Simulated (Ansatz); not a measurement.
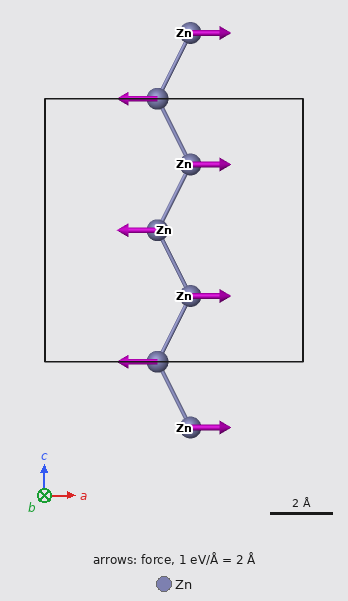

Starting geometry of a wire of composition Zn with the computed forces as purple arrows. A ball-and-stick model of the 2 repeat of the cell, with the vacuum cut short, seen along the b axis.

Case: zigzag chain of atoms.

The calculation used DFT PBE, scalar-relativistic, plane waves, PAW in Ansatz. Settings: plane-wave cutoff 420 eV; k-point mesh 1 × 1 × 15; occupations gaussian; smearing width 0.05 eV; collinear spin; cell relaxed at fixed a, b, alpha, beta, gamma; force threshold 0.01 eV/Å; at most 45 steps.

### Is this structure relaxed? If not, where do the atoms go?

It isn't relaxed: the largest force vector, on Zn atoms, is 0.66 eV/Å. Measured relative to the changing cell, the final displacements run against the starting forces (cosine between the two patterns −1.00). The largest moves relative to the layer's centre, 0.53 Å, are those of Zn atoms. Along the periodic axis the drawn cell goes c 8.532 → 10.189 Å (+19.4 %). Near-neighbour distances that change, for instance: Zn–Zn 2.385 → 2.547 Å. Bond angles that change, for instance: Zn–Zn–Zn 126.9° → 180.0°. The energy falls by 0.278 eV per cell of the calculation in 15 accepted moves (18 points after the start). Largest force component: 0.66 eV/Å at the start, 0.00055 eV/Å at the end. The line search rejected the trial step at point 12 of the run. At 2 points the geometry stayed and the basis and grid were re-selected for the new cell (energy shift of 19.1 meV per cell of the calculation at most each time). The program noted that the starting moments weren't kept. The run may lie on a higher electronic state than the lowest, so the end point isn't shown to be the ground-state structure. The run took 2.8 min on 2 threads of AMD EPYC 7R43 64-Core Processor (Zen 3), with other jobs on the host, peak memory 0.75 GiB.

Limits of the set-up: the k-point mesh is coarse for a cell with partly filled bands.
